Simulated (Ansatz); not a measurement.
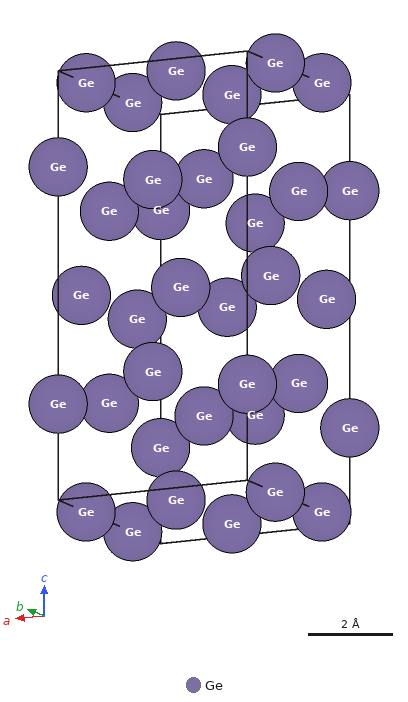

Fig. 1: The structure as given in the input (spheres-only view of the cell 4 times as large as that of the calculation, set on its symmetry axes, seen at an oblique angle). An atom can appear more than once, as a periodic image.

# Single-point calculation of Ge

The run: single-point calculation of Ge (Fmmm, 4 atoms in the cell). Method and program: DFT PBEsol, scalar-relativistic, plane waves, PAW, no spin polarisation (Ansatz 0.2.0).

The structure derives from a Materials Project entry. It belongs to a series of runs on one base structure; here: ratio of the length along z to the lengths across it x 1.1, volume and fractional coordinates fixed. Figures and captions count atoms from 1; the log counts them from 0 in places.

## Log
```
Engine: ansatz 0.2.0, x86_64-unknown-linux-gnu
Pseudopotentials: kind: paw
Pseudopotential: Ge, paw, valence charge 14, recommended cutoff 420 eV (normal), Ge.paw.azcp
Functional definition: PBEsol
  exchange = pbesol_x
  correlation = pbesol_c
Crystal: 4 atoms, lattice volume = 73.530 Å³
Basis set: ecut = 420 eV, 1441 PW (Γ), exchange–correlation on 80×80×54 points (8 copies of the dense FFT grid, shifted against one another)
Bands: 34, of which v1, the nominal top of the filled ones, is band 28 counted from 1 (27 counted from 0)
Symmetry: 8 space group operations
Space group: Fmmm (ITA 69), of the structure as read, at distance tolerance 4.2e-5 Å
k-points: 428 of 2744
Non-local potential: Ge, projectors of the file, l = 0: 2, l = 1: 2, l = 2: 3, l = 3: 1
PAW form: soft (Blöchl's): semilocal exchange-correlation on the pseudo side does not see the compensation charge
PAW frozen core: Ge, regenerated for the run's functional, and the local potential with it (the file was generated under x = pbe(κ = 0.804, μ = 0.2195149727645171), c = pbe(β = 0.06672455060314922))
PAW one-centre angular grid: Ge, 590 points (default); XC on 64 Gauss nodes
Initial density: superposition of atomic densities (neutral atoms: chi_scale 0, normalization atom), corrected by the library's trained network
Initial wavefunctions: pseudopotential atomic-orbital guess
Functional: x = pbesol(κ = 0.804, μ = 0.12345679012345678), c = pbesol(β = 0.046)
SCF iter   1: F=—  HF=-17013.195644 eV  |F-HF|=—  |Δ(HF+E_count)|=         —  Δρ=2.22e-3  dr2=2.58e-3  ethr=1.77e-3  ⟨swp⟩=5.3  Hψ=53638  notcnv=0  defer=2
preconditioner: auto → Kerker (q_TF=auto, 2.607 Å⁻¹)  [metal: Δε(μ)=0.010 eV  Ē_g=22.528 eV  σ=0.150 eV  W_gap=0.04  n_scr=28 (ndim 8)  ℏωp=32.4 eV  f_vac=0.000  D(μ)=1.39/eV (n_scr^D=10)]
SCF iter   2: F=—  HF=-17013.192820 eV  |F-HF|=—  |Δ(HF+E_count)|=   2.82e-3  Δρ=1.15e-3  dr2=8.54e-4  ethr=4.61e-6  ⟨swp⟩=2.0  Hψ=27091  notcnv=0  defer=5
SCF iter   3: F=—  HF=-17013.192782 eV  |F-HF|=—  |Δ(HF+E_count)|=   3.80e-5  Δρ=5.79e-4  dr2=2.53e-4  ethr=1.53e-6  ⟨swp⟩=1.0  Hψ=14068  notcnv=0  defer=5
SCF iter   4: F=—  HF=-17013.192752 eV  |F-HF|=—  |Δ(HF+E_count)|=   3.05e-5  Δρ=8.18e-5  dr2=4.37e-6  ethr=4.52e-7  ⟨swp⟩=2.0  Hψ=16389  notcnv=0  defer=5
SCF iter   5: F=—  HF=-17013.192728 eV  |F-HF|=—  |Δ(HF+E_count)|=   2.39e-5  Δρ=2.84e-5  dr2=4.11e-7  ethr=7.81e-9  ⟨swp⟩=2.0  Hψ=26097  notcnv=0  defer=5
SCF iter   6: F=-17013.192727 eV  HF=-17013.192727 eV  |F-HF|=1.65e-8  |Δ(HF+E_count)|=   4.51e-7  Δρ=9.25e-6  dr2=4.47e-8  ethr=1.79e-10  ⟨swp⟩=9.7  Hψ=99652  notcnv=0
SCF 1 converged in 6 iterations: F = -17013.192727 eV  dr2 = 4.47e-8
  Residual-converged pass: ⟨swp⟩=1.0  Hψ=16265  notcnv=0  max |occ|·‖R‖ = 7.0e-9 eV (tolerance 1.0e-8 eV)  dr2=4.47e-8  dr2_onsite=4.46e-8  max |Δocc| = 1.0e-10
  greatest PAW one-centre occupation: 0.998 electrons in one spin orbital (limit 2), on the Ge atom at site 1 (counted from 0), in its partial waves of l = 2
```

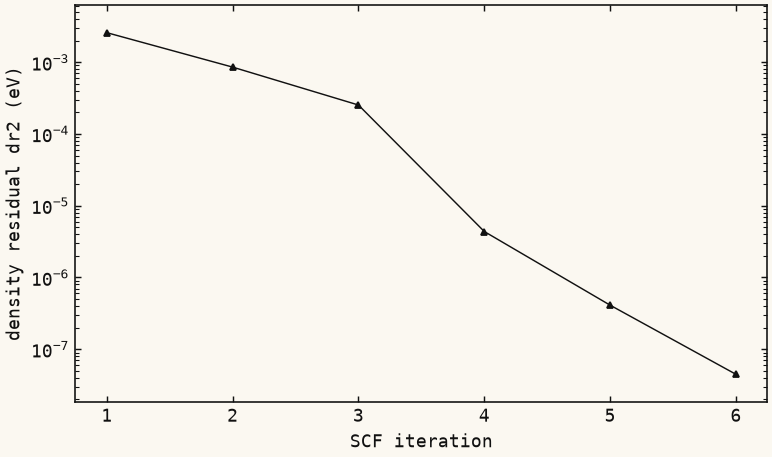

Fig. 2: Convergence of the self-consistent field: density residual dr2 against the SCF iteration. The residual falls at every step.

```
SCF converged after 6 iterations
Free energy (F): -17013.192727 eV
Harris-Foulkes:  -17013.192727 eV  (|F-HF|=1.65e-8)
Internal energy: -17013.177027 eV  (E = F + TS)
E sigma→0 (E₀):  -17013.184877 eV
Entropy (-TS):   -0.015700 eV (-3.925 meV/atom)
Fermi energy:    11.195785 eV
--- Per-component energies (eV) ---
  E_band       = -445.375610
  E_kinetic    = 445.444528
  E_local      = -8583.186610  (includes V_loc(G=0)·N_el)
  E_nonlocal   = 1672.950614
  E_hartree    = 3758.952857
  E_xc         = -301.396740
  E_vxc        = -260.652084  (∫ρ·V_xc dr)
  E_paw        = -7908.230379  (= ΣΔE_a)
  E_vpaw       = -1237.836579  (= ΣTr[D̂ρ^β])
  E_aug_tail   = 0.001274  (compensation charges beyond the density's cutoff)
  E_ewald      = -6101.384317
  E_core_change = 3.671745  (= ΣΔE_core)
  E_smearing   = -0.015700  (= −TS)
  E_closure    = -0.000000  (closes the sum)
  Σ components = -17013.192727   (vs F -17013.192727, Δ=0.00e0)
--- Forces (eV/Å), atoms counted from 1 ---
  atom   1  Ge     0.00000000     0.00000000     0.21219827
  atom   2  Ge     0.00000000     0.00000000    -0.21219827
  atom   3  Ge     0.00000000    -0.27804346     0.00000000
  atom   4  Ge     0.00000000     0.27804346     0.00000000
  max |Σ_I F_I| component: 5.55e-17 eV/Å
--- Stress (GPa, compression-positive) ---
        5.284756       0.000000       0.000000
        0.000000       2.349437       0.000000
        0.000000       0.000000      -4.414188
  P = ⅓ Tr σ = 1.0733 GPa (10.733 kbar)
--- Band table (eV; the first three rows and the last of 428) ---
  k-point 0: bands = ["-13.6373", "-13.5711", "-13.5155", "-13.5072", "-13.4998", "-13.4955", "-13.4689", "-13.4619", "-13.4517", "-13.4490", "-13.4194", "-13.3851", "-13.3595", "-13.3415", "-13.3390", "-13.3239", "-13.3219", "-13.2984", "-13.2427", "-13.1958", "-2.2471", "1.8568", "4.7620", "8.1864", "8.7026", "9.0973", "9.1337", "9.4254", "9.5405", "14.3217", "14.9063", "16.3419", "17.4174", "17.7047"]
  k-point 1: bands = ["-13.6332", "-13.5689", "-13.5134", "-13.5054", "-13.4974", "-13.4951", "-13.4699", "-13.4592", "-13.4535", "-13.4464", "-13.4166", "-13.3876", "-13.3589", "-13.3431", "-13.3405", "-13.3261", "-13.3229", "-13.3010", "-13.2452", "-13.2003", "-2.1864", "1.8644", "4.8498", "7.4383", "7.9921", "9.1578", "9.5086", "9.7575", "10.1329", "14.6026", "15.1977", "15.8696", "17.3311", "17.4462"]
  k-point 2: bands = ["-13.6211", "-13.5622", "-13.5098", "-13.4988", "-13.4937", "-13.4904", "-13.4696", "-13.4577", "-13.4516", "-13.4414", "-13.4088", "-13.3941", "-13.3582", "-13.3483", "-13.3444", "-13.3319", "-13.3263", "-13.3089", "-13.2524", "-13.2134", "-2.0043", "1.8963", "5.0451", "6.3249", "7.0952", "9.2672", "9.6567", "10.5526", "10.9234", "14.9286", "15.3968", "16.0682", "16.5844", "16.9248"]
  k-point 427: bands = ["-13.6329", "-13.5635", "-13.5200", "-13.5102", "-13.4863", "-13.4808", "-13.4697", "-13.4557", "-13.4346", "-13.4268", "-13.4230", "-13.3920", "-13.3753", "-13.3610", "-13.3468", "-13.3462", "-13.3189", "-13.2997", "-13.2452", "-13.1969", "-1.1244", "-0.7588", "7.0125", "7.3999", "9.0077", "9.2519", "10.1802", "11.1650", "11.7344", "12.1947", "13.7924", "14.2352", "15.9344", "16.4147"]
```

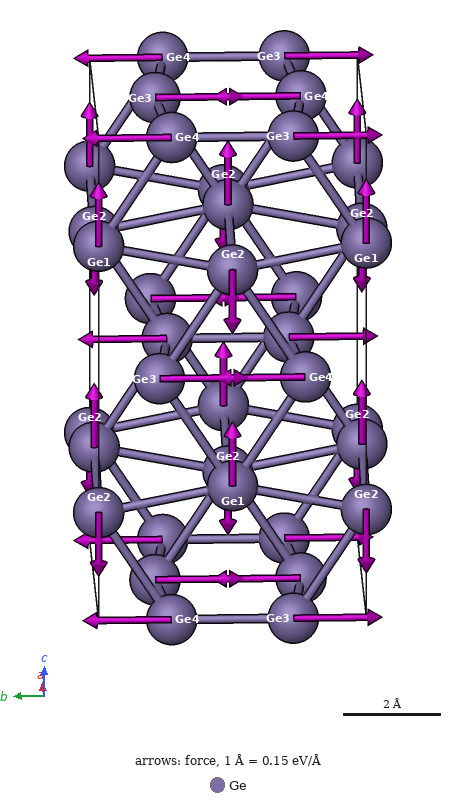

Fig. 3: Forces on the atoms as pink arrows (ball-and-stick view of the cell 4 times as large as that of the calculation, set on its symmetry axes, seen at an oblique angle; atoms are numbered from 1 in the order of the input). The largest act on Ge3, Ge4 (0.28 eV/Å); Ge1, Ge2 (0.21 eV/Å). The geometry is not a stationary point of this energy.

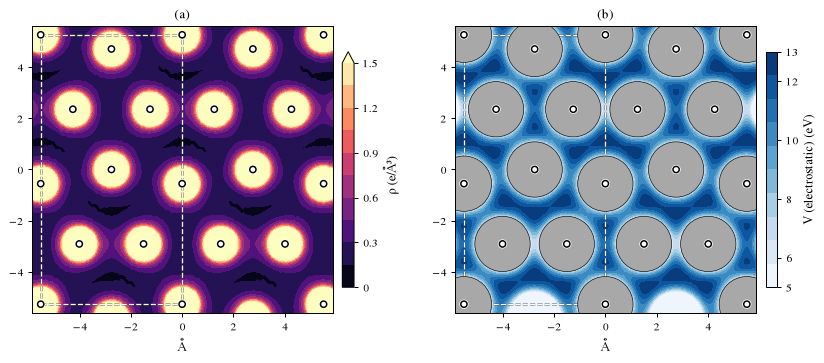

Fig. 4: (a) valence charge density (pseudo); (b) electrostatic potential energy of an electron on the (100) plane of the conventional cell. Circles mark the nuclei in the plane (Ge). Grey discs, where drawn, cover atomic cores. Atoms in the plane: Ge. Ge–Ge (2.51 Å): ρ at the midpoint is about 0.43 e/Å³. Ge–Ge (2.79 Å): ρ at the midpoint is about 0.28 e/Å³. Away from the nuclei the density in this plane falls to 0.11 e/Å³ at its lowest. Outside the cores the potential energy rises away from the atoms and is highest about 1.7 Å from the nearest atoms; outside the discs it spans about 8 eV, and its zero is arbitrary. The fields are those of the smooth PAW valence density.

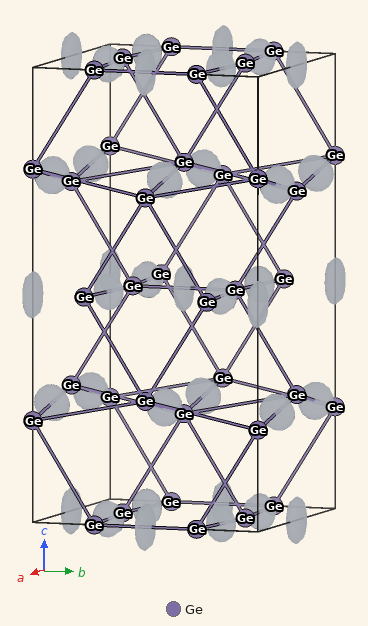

Fig. 5: Isosurface of the ELF at 0.6 (grey), seen slightly off an axis. Core shells and regions of very low density are left out. Sticks mark near contacts. The outline is the cell set on symmetry axes. The ELF exceeds this value in 20 regions between bonded Ge–Ge atoms (shared pairs), counted in one cell of 16 atoms. Profiles from the grid: Ge–Ge (2.51 Å): the ELF peaks at about 0.70 between the atoms. Ge–Ge (2.59 Å): the ELF peaks at about 0.65 between the atoms.

This output came from the following input.

## Input
```yaml
crystal:
  lattice:
    - [0.0, 2.7619570447, 5.2605457021]
    - [2.5303854306, 0.0, 5.2605457021]
    - [2.5303854306, 2.7619570447, 0.0]
  atoms:
    - { symbol: Ge, position: [0.776317317, 0.776317317, 0.223682683] }
    - { symbol: Ge, position: [0.223682683, 0.223682683, 0.776317317] }
    - { symbol: Ge, position: [0.2727382667, 0.7272617333, 0.2727382667] }
    - { symbol: Ge, position: [0.7272617333, 0.2727382667, 0.7272617333] }
basis:
  ecutwfc: 420
kpoints:
  mp_grid: { grid: [14, 14, 14] }
hamiltonian:
  xc: pbesol
scf:
  occupations: { method: gaussian, width: 0.15 }
output:
  forces: true
  stress: true
  eigenvalues: true
  write_density: true
  write_potential: true
  elf: true
  volumetric_format: npy
```

Command:
```bash
ansatz run input.yaml --threads 1 --pin off --max-ram 2560MiB --backend cpu --events-out ev --progress --plain --runs-dir out
```

## Key numbers

- outcome: converged
- space group (tolerance 0.01 Å): Fmmm (69)
- electrons treated: 56
- free energy: −17013.1927 eV
- Fermi energy: 11.196 eV
- gap on the k-point mesh: none (metallic)
- pressure: 1.07 GPa
- largest force (length of the vector): 0.278 eV/Å
- hardware: 1 thread of Intel Xeon @ 2.50GHz (Skylake/Cascade Lake), 192 GiB of memory available, shared host
- wall time: 76 s
- peak memory: 0.95 GiB
